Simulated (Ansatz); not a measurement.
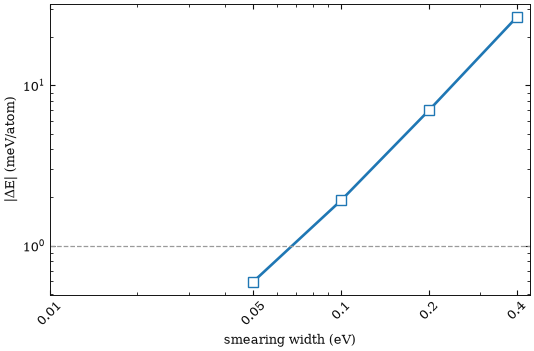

One cell, run at 5 values of the smearing width.
System: CoSn2 (I4/mcm, 6 atoms in the cell).
Method: Ansatz, DFT PBEsol, scalar-relativistic, plane waves, PAW; cutoff 420 eV, 4×4×4 k-mesh, no spin polarisation, Gaussian smearing.
ΔE is the free energy less its value at the smallest setting, 0.01 eV.
Dashed lines or grey bands mark the tolerance: 1 meV/atom.
On logarithmic panels, open markers lie below the reference value and filled ones above.
The atoms sit off their equilibrium sites.

Question: From which setting is the free energy converged to 1 meV/atom?

Answer: The free energy is within 1 meV/atom of the smallest setting's value from 0.05 eV down. It is off by 27 meV/atom at 0.4 eV, 7 meV/atom at 0.2 eV and 1.9 meV/atom at 0.1 eV (always below it). The free energy falls with the width because it holds the −TS term of the fractional occupations.
